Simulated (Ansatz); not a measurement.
HfN

Input file:

```
crystal:
  lattice:
    - [-0.0844040909, 2.2507757577, 2.2507757577]
    - [2.1663716668, 0.0, 2.1663716668]
    - [2.2507757577, 2.2507757577, -0.0844040909]
  atoms:
    - { symbol: Hf, position: [0.0, 0.0, 0.0] }
    - { symbol: "N", position: [0.5, 0.5, 0.5] }
basis:
  ecutwfc: 420
kpoints:
  mp_grid: { grid: [22, 22, 22] }
hamiltonian:
  xc: pbesol
scf:
  occupations: { method: gaussian, width: 0.15 }
output:
  forces: true
  stress: true
  eigenvalues: true
  write_density: true
  write_potential: true
  elf: true
  volumetric_format: npy
```

Run with:

```sh
ansatz run input.yaml --threads 1 --pin off --max-ram 2560MiB --backend cpu --events-out ev --progress --plain --runs-dir out
```

Below, planes, directions and counts refer to the conventional cell (a = 3.06 Å, b = 3.30 Å, c = 4.50 Å, α = 90.00°, β = 90.00°, γ = 90.00°).

Space group Immm; changed on purpose from its base cell (strain -0.0750 x Voigt [0, 0, 0, 0, 1, 0], atoms carried along); computed without spin polarisation.

Theory: DFT PBEsol, scalar-relativistic, plane waves, PAW in Ansatz 0.2.0.

Q: What can the converged valence pseudo-density and electron localisation function tell about the bonding?

A: Hf–N (2.25 Å): ρ at the midpoint is about 0.53 e/Å³; the ELF peaks at about 0.80 in the valence shell of N, 0.6 Å from its nucleus, and drops to about 0.15 between the two atoms; no shared electron pair shows on this line.
Hf–Hf (3.06 Å): the density is about 0.21 e/Å³ at the midpoint; the ELF is about 0.20 at the midpoint; no localised pair shows between them.

Q: Does the calculation make it a metal, or give it a gap?

A: It is gapless in this calculation (a metal or semimetal).

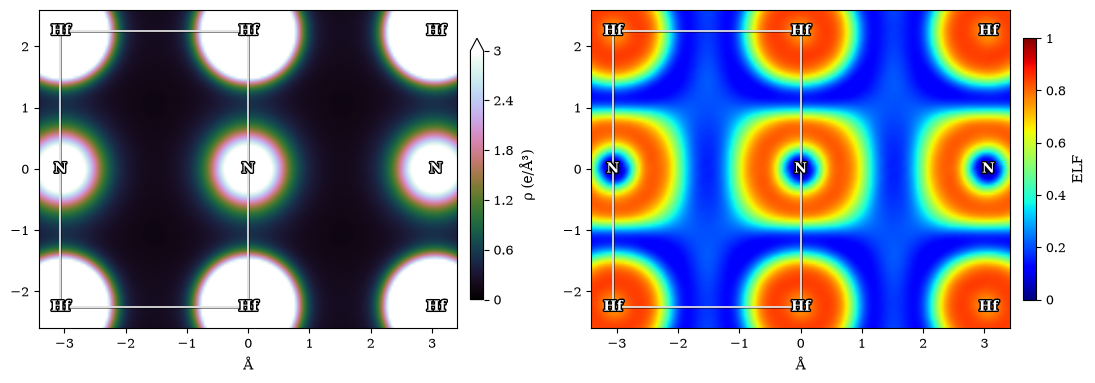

Computed valence pseudo-density and electron localisation function on the (010) plane of the conventional cell, in this order. 

Core electrons are frozen (PAW), and the valence fields are smoothed inside the atomic spheres.
